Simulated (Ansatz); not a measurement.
Geometry relaxation, with input and output: Cu$_{2}$O (part 2 of 2)

Cu$_{2}$O (6 atoms in the cell); DFT PBE, scalar-relativistic, plane waves, PAW, no spin polarisation (Ansatz 0.2.0); cutoff 420 eV, 8×8×8 k-mesh, Gaussian smearing of 0.02 eV. The structure derives from a Materials Project entry.

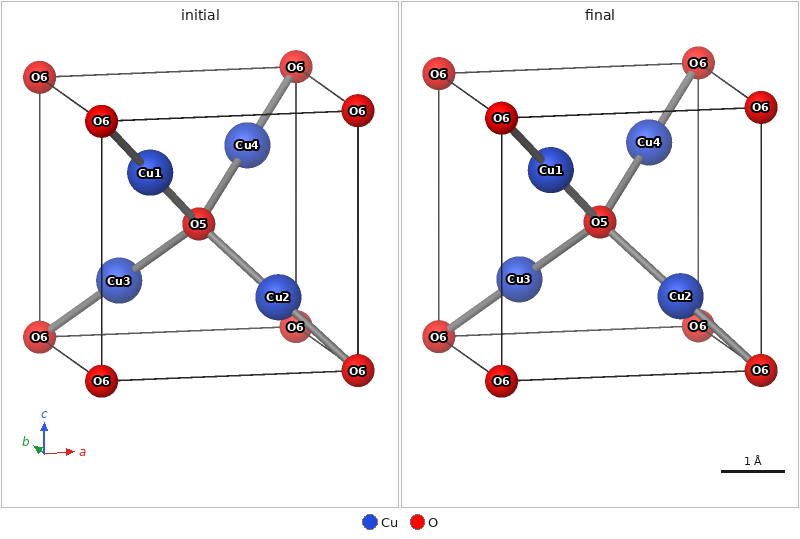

*Before (left) and after (right) the relaxation, at one scale (ball-and-stick view of the cell of the calculation, seen slightly off an axis).*

After 4 geometry steps the energy has fallen by 37.3 meV per cell of the calculation. All forces vanish by symmetry, so only the cell relaxes. Pressure: 4.41 GPa at the start and 0.01 GPa at the end. 1 further SCF at an unchanged geometry re-selected the plane-wave basis for the new cell. The atoms keep their places relative to the cell (all moves are under 0.005 Å). Cell: a = b = c 4.247 → 4.298 Å (+1.2 %). Volume +3.7 %. Distances before and after: Cu1–O5 1.839 → 1.861 Å. The space group stays Pn-3m (No. 224). The energy change given includes the shifts at the re-selections in mid-walk, which come without any move. A last SCF at the same geometry on a re-selected plane-wave basis shifts the energy by −0.3 meV per cell of the calculation. (Atoms are counted from 1 in the order of the input.)

```
basis re-selected at this cell: Δ(F+E_penalty+E_count) = -3.449e-4 eV, ΔP = +0.001 GPa vs the last step (what re-selecting the basis moved, of the pressure what is left beyond the Pulay correction that the steps carried, after the strain that the cell walked since its last selection, with what the two solves' SCF thresholds leave and, on support functions, any second-order correction that the steps lacked; it is no measure of the basis error at this ecutwfc). This SCF's stress stands 6.25e-3 GPa from its target on what of the cell is left free (relax.cell.stress_tol is 5.00e-2 GPa) and its largest allowed force component is 2.16e-17 eV/Å (relax.f_tol is 5.00e-3 eV/Å): within both
SCF converged after 6 iterations
Free energy (F): -27632.991702 eV
Harris-Foulkes:  -27632.991702 eV  (|F-HF|=7.28e-12)
Internal energy: -27632.991702 eV  (E = F + TS)
E sigma→0 (E₀):  -27632.991702 eV
Fermi energy:    10.774250 eV
--- Per-component energies (eV) ---
  E_band       = -1861.906087
  E_kinetic    = 1543.067123
  E_local      = -19926.033056  (includes V_loc(G=0)·N_el)
  E_nonlocal   = 1677.255880
  E_hartree    = 8694.599930
  E_xc         = -497.799049
  E_vxc        = -639.828360  (∫ρ·V_xc dr)
  E_paw        = -6982.769450  (= ΣΔE_a)
  E_vpaw       = -1905.573223  (= ΣTr[D̂ρ^β])
  E_aug_tail   = 0.005532  (compensation charges beyond the density's cutoff)
  E_ewald      = -12141.318611
  E_smearing   = -0.000000  (= −TS)
  E_closure    = -0.000000  (closes the sum)
  Σ components = -27632.991702   (vs F -27632.991702, Δ=0.00e0)
--- Forces (eV/Å), atoms counted from 1 ---
  atom   1  Cu    -0.00000000    -0.00000000     0.00000000
  atom   2  Cu     0.00000000    -0.00000000     0.00000000
  atom   3  Cu    -0.00000000     0.00000000     0.00000000
  atom   4  Cu    -0.00000000     0.00000000     0.00000000
  atom   5  O      0.00000000     0.00000000    -0.00000000
  atom   6  O     -0.00000000    -0.00000000     0.00000000
  max |Σ_I F_I| component: 2.31e-18 eV/Å
--- Stress (GPa, compression-positive) ---
        0.006250      -0.000000       0.000000
       -0.000000       0.006250       0.000000
        0.000000      -0.000000       0.006250
  P = ⅓ Tr σ = 0.0063 GPa (0.063 kbar)
--- Band table (eV; the first three rows and the last of 35) ---
  k-point 0: bands = ["-101.4424", "-101.4411", "-101.4411", "-101.4411", "-58.9945", "-58.9820", "-58.9820", "-58.9820", "-58.7646", "-58.7646", "-58.7579", "-58.7579", "-58.7579", "-58.7549", "-58.7549", "-58.7549", "-9.4514", "-8.7523", "3.4717", "3.4717", "3.4717", "5.8051", "5.8343", "5.8343", "5.8343", "7.6421", "7.6421", "7.7643", "7.7643", "7.7643", "8.6074", "8.6074", "8.7156", "8.7156", "8.7156", "8.8506", "8.8506", "8.8506", "9.0429", "9.0429", "9.0429", "10.5359", "10.5359", "10.5359", "11.0117", "11.8412", "11.8412", "18.2861", "18.2861", "18.2861", "19.7310", "19.7310", "19.7310"]
  k-point 1: bands = ["-101.4423", "-101.4412", "-101.4411", "-101.4411", "-58.9940", "-58.9825", "-58.9820", "-58.9820", "-58.7644", "-58.7643", "-58.7581", "-58.7578", "-58.7578", "-58.7552", "-58.7550", "-58.7550", "-9.4243", "-8.7783", "3.5083", "3.5282", "3.5282", "5.4052", "5.6868", "5.6868", "6.1541", "7.6686", "7.7332", "7.7665", "7.8755", "7.8755", "8.6007", "8.6180", "8.6836", "8.7423", "8.7423", "8.8105", "8.8761", "8.8761", "8.9550", "9.0283", "9.0283", "9.9897", "10.4987", "10.4987", "11.1470", "12.0852", "12.4210", "17.9728", "18.2128", "18.2128", "18.9013", "19.3726", "19.3726"]
  k-point 2: bands = ["-101.4422", "-101.4413", "-101.4411", "-101.4411", "-58.9927", "-58.9838", "-58.9820", "-58.9820", "-58.7636", "-58.7632", "-58.7589", "-58.7576", "-58.7576", "-58.7563", "-58.7552", "-58.7552", "-9.3474", "-8.8525", "3.6216", "3.6886", "3.6886", "4.9386", "5.3480", "5.3480", "6.4711", "7.7466", "7.7490", "7.9256", "8.1039", "8.1039", "8.5819", "8.5884", "8.6079", "8.6484", "8.7439", "8.7439", "8.8629", "8.9616", "8.9616", "9.0476", "9.0476", "9.2417", "10.3925", "10.3925", "11.5336", "12.7282", "13.1083", "17.4654", "17.7580", "18.0353", "18.0353", "18.7547", "18.7547"]
  k-point 34: bands = ["-101.4416", "-101.4414", "-101.4414", "-101.4414", "-58.9950", "-58.9819", "-58.9819", "-58.9819", "-58.7640", "-58.7640", "-58.7640", "-58.7552", "-58.7552", "-58.7551", "-58.7551", "-58.7551", "-9.2832", "-8.8249", "3.5598", "3.5598", "3.5598", "4.9862", "4.9862", "4.9862", "7.4315", "7.4315", "7.4315", "8.1208", "8.1208", "8.3424", "8.3424", "8.3424", "8.6739", "8.6739", "8.6739", "8.8621", "8.8621", "8.8621", "8.9916", "8.9916", "9.5752", "9.9892", "9.9892", "9.9892", "13.0023", "13.0023", "13.0023", "15.3166", "15.3166", "15.3166", "17.5320", "17.9352", "24.2340"]
--- Relaxed structure (5 steps of the walk, 5 accepted, 2 SCFs on fresh bases) ---
  F+E_penalty+E_count = -27632.99170201 eV   max|allowed force component| = 2.159e-17 eV/Å   (the final SCF, on the basis selected at the relaxed cell)
  cell:  # Å, volume = 79.4085 Å³
    - [4.2982237473452845, -1.6049416203226965e-35, -3.5308715647099323e-34]
    - [1.4444474582904269e-34, 4.2982237473452845, 1.925929944387236e-34]
    - [-3.5308715647099323e-34, 0.0, 4.2982237473452845]
  atoms:
    - { symbol: Cu, position: [0.25, 0.25, 0.7499999999999999] }
    - { symbol: Cu, position: [0.7499999999999999, 0.25, 0.25] }
    - { symbol: Cu, position: [0.25, 0.7499999999999999, 0.25] }
    - { symbol: Cu, position: [0.7499999999999999, 0.7499999999999999, 0.7499999999999999] }
    - { symbol: O, position: [0.5, 0.5, 0.5] }
    - { symbol: O, position: [-5.165692041578394e-35, 1.1769000774772276e-35, -2.092906695165653e-35] }
```

Trajectory as extended XYZ (Å, eV, eV/Å), 7 frames, from step=1 to step=7:
```
6
Lattice="4.2467 0.0000 0.0000 0.0000 4.2467 0.0000 0.0000 0.0000 4.2467" Properties=species:S:1:pos:R:3:forces:R:3 step=1 energy=-27632.95409 pressure_GPa=4.41
Cu    1.0617    1.0617    3.1850    0.0000   0.0000   0.0000
Cu    3.1850    1.0617    1.0617    0.0000   0.0000   0.0000
Cu    1.0617    3.1850    1.0617    0.0000   0.0000   0.0000
Cu    3.1850    3.1850    3.1850    0.0000   0.0000   0.0000
O     2.1233    2.1233    2.1233    0.0000   0.0000   0.0000
O     0.0000    0.0000    0.0000    0.0000   0.0000   0.0000
6
Lattice="4.2699 0.0000 0.0000 0.0000 4.2699 0.0000 0.0000 0.0000 4.2699" Properties=species:S:1:pos:R:3:forces:R:3 step=2 energy=-27632.97720 pressure_GPa=2.27
Cu    1.0675    1.0675    3.2024    0.0000   0.0000   0.0000
Cu    3.2024    1.0675    1.0675    0.0000   0.0000   0.0000
Cu    1.0675    3.2024    1.0675    0.0000   0.0000   0.0000
Cu    3.2024    3.2024    3.2024    0.0000   0.0000   0.0000
O     2.1349    2.1349    2.1349    0.0000   0.0000   0.0000
O     0.0000    0.0000    0.0000    0.0000   0.0000   0.0000
6
Lattice="4.2950 0.0000 0.0000 0.0000 4.2950 0.0000 0.0000 0.0000 4.2950" Properties=species:S:1:pos:R:3:forces:R:3 step=3 energy=-27632.98410 pressure_GPa=0.12
Cu    1.0738    1.0738    3.2213    0.0000   0.0000   0.0000
Cu    3.2213    1.0738    1.0738    0.0000   0.0000   0.0000
Cu    1.0738    3.2213    1.0738    0.0000   0.0000   0.0000
Cu    3.2213    3.2213    3.2213    0.0000   0.0000   0.0000
O     2.1475    2.1475    2.1475    0.0000   0.0000   0.0000
O     0.0000    0.0000    0.0000    0.0000   0.0000   0.0000
6
Lattice="4.2965 0.0000 0.0000 0.0000 4.2965 0.0000 0.0000 0.0000 4.2965" Properties=species:S:1:pos:R:3:forces:R:3 step=4 energy=-27632.98395 pressure_GPa=0.00
Cu    1.0741    1.0741    3.2223    0.0000   0.0000   0.0000
Cu    3.2223    1.0741    1.0741    0.0000   0.0000   0.0000
Cu    1.0741    3.2223    1.0741    0.0000   0.0000   0.0000
Cu    3.2223    3.2223    3.2223    0.0000   0.0000   0.0000
O     2.1482    2.1482    2.1482    0.0000   0.0000   0.0000
O     0.0000    0.0000    0.0000    0.0000   0.0000   0.0000
6
Lattice="4.2965 0.0000 0.0000 0.0000 4.2965 0.0000 0.0000 0.0000 4.2965" Properties=species:S:1:pos:R:3:forces:R:3 step=5 energy=-27632.99155 pressure_GPa=0.14
Cu    1.0741    1.0741    3.2223    0.0000   0.0000   0.0000
Cu    3.2223    1.0741    1.0741    0.0000   0.0000   0.0000
Cu    1.0741    3.2223    1.0741    0.0000   0.0000   0.0000
Cu    3.2223    3.2223    3.2223    0.0000   0.0000   0.0000
O     2.1482    2.1482    2.1482    0.0000   0.0000   0.0000
O     0.0000    0.0000    0.0000    0.0000   0.0000   0.0000
6
Lattice="4.2982 0.0000 0.0000 0.0000 4.2982 0.0000 0.0000 0.0000 4.2982" Properties=species:S:1:pos:R:3:forces:R:3 step=6 energy=-27632.99136 pressure_GPa=0.00
Cu    1.0746    1.0746    3.2237    0.0000   0.0000   0.0000
Cu    3.2237    1.0746    1.0746    0.0000   0.0000   0.0000
Cu    1.0746    3.2237    1.0746    0.0000   0.0000   0.0000
Cu    3.2237    3.2237    3.2237    0.0000   0.0000   0.0000
O     2.1491    2.1491    2.1491    0.0000   0.0000   0.0000
O     0.0000    0.0000    0.0000    0.0000   0.0000   0.0000
6
Lattice="4.2982 0.0000 0.0000 0.0000 4.2982 0.0000 0.0000 0.0000 4.2982" Properties=species:S:1:pos:R:3:forces:R:3 step=7 energy=-27632.99170 pressure_GPa=0.01
Cu    1.0746    1.0746    3.2237    0.0000   0.0000   0.0000
Cu    3.2237    1.0746    1.0746    0.0000   0.0000   0.0000
Cu    1.0746    3.2237    1.0746    0.0000   0.0000   0.0000
Cu    3.2237    3.2237    3.2237    0.0000   0.0000   0.0000
O     2.1491    2.1491    2.1491    0.0000   0.0000   0.0000
O     0.0000    0.0000    0.0000    0.0000   0.0000   0.0000
```

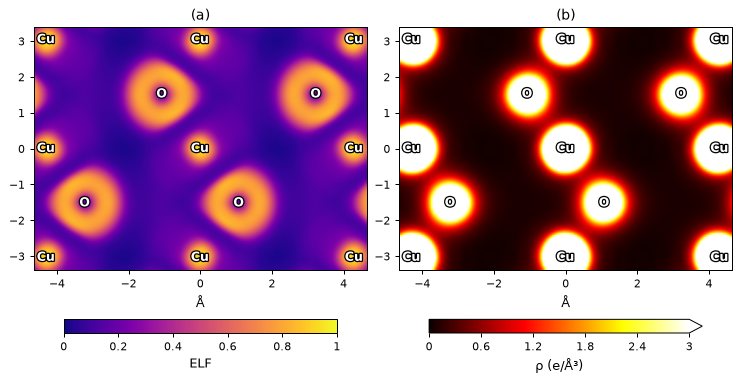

*(a) electron localisation function; (b) valence electron density on the (011̄) plane of the conventional cell.*

The plane passes through Cu and O nuclei. Cu–O (1.86 Å): ρ at the midpoint is about 0.79 e/Å³; the ELF is about 0.25 at the midpoint. Away from the nuclei the density in this plane falls to 0.04 e/Å³ at its lowest. The strong features right at Cu lie inside the PAW spheres (semicore, d or f shells) and say nothing about bonding. The fields are those of the smooth PAW valence density.

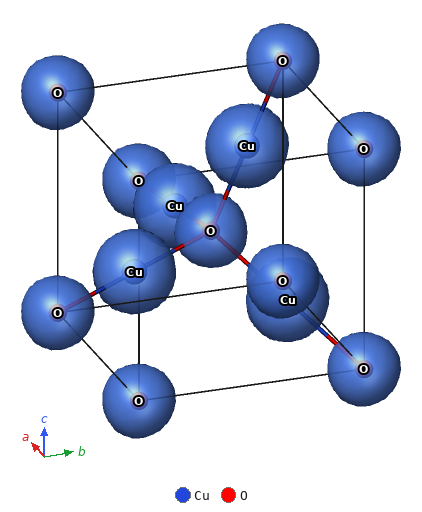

*Isosurface of the valence charge density (pseudo) at 1.5 e/Å³ (blue), seen at an oblique angle. Sticks mark near contacts. The outline is the cell set on symmetry axes.*

At this value the density breaks into separate islands; it holds about 80 % of the electrons treated as valence (semicore included). It is pinched off along the Cu–O (1.86 Å) contacts. On the grid the lowest density along these lines, outside the cores, is 0.79 e/Å³ (Cu–O, 1.86 Å).

This output came from the following input.

Input file:
```yaml
crystal:
  lattice:
    - [4.24669932, 0.0, 0.0]
    - [0.0, 4.24669932, 0.0]
    - [0.0, 0.0, 4.24669932]
  atoms:
    - { symbol: Cu, position: [0.25, 0.25, 0.75] }
    - { symbol: Cu, position: [0.75, 0.25, 0.25] }
    - { symbol: Cu, position: [0.25, 0.75, 0.25] }
    - { symbol: Cu, position: [0.75, 0.75, 0.75] }
    - { symbol: O, position: [0.5, 0.5, 0.5] }
    - { symbol: O, position: [0.0, 0.0, 0.0] }
basis:
  ecutwfc: 420
kpoints:
  mp_grid: { grid: [8, 8, 8] }
hamiltonian:
  xc: pbe
scf:
  occupations: { method: gaussian, width: 0.02 }
output:
  forces: true
  stress: true
  eigenvalues: true
  write_density: true
  write_potential: true
  elf: true
  volumetric_format: npy
relax:
  adjacent_minimum: "off"
  f_tol: 0.005
  max_steps: 80
  cell: { stress_tol: 0.05 }
```

Run as:
```bash
ansatz run input.yaml --threads 4 --pin off --max-ram 8192MiB --backend cpu --events-out ev --progress --plain --runs-dir out
```

Key numbers:

| quantity | value |
| --- | --- |
| outcome | converged |
| space group (tolerance 0.01 Å) | Pn-3m (224) |
| electrons treated | 88 |
| free energy | −27632.9917 eV |
| Fermi energy | 10.774 eV |
| gap on the k-point mesh | 0.48 eV |
| pressure | 0.01 GPa |
| final volume | 79.41 Å³ |
| largest force (length of the vector) at the end | under 0.001 eV/Å |
| final cell | a = 4.298 Å, b = 4.298 Å, c = 4.298 Å, α = 90.00°, β = 90.00°, γ = 90.00° |
| hardware | 4 threads of Intel Xeon @ 2.70GHz, 189 GiB of memory available, shared host |
| wall time | 26 s (CPU time 88 s) |
| peak memory | 0.52 GiB |
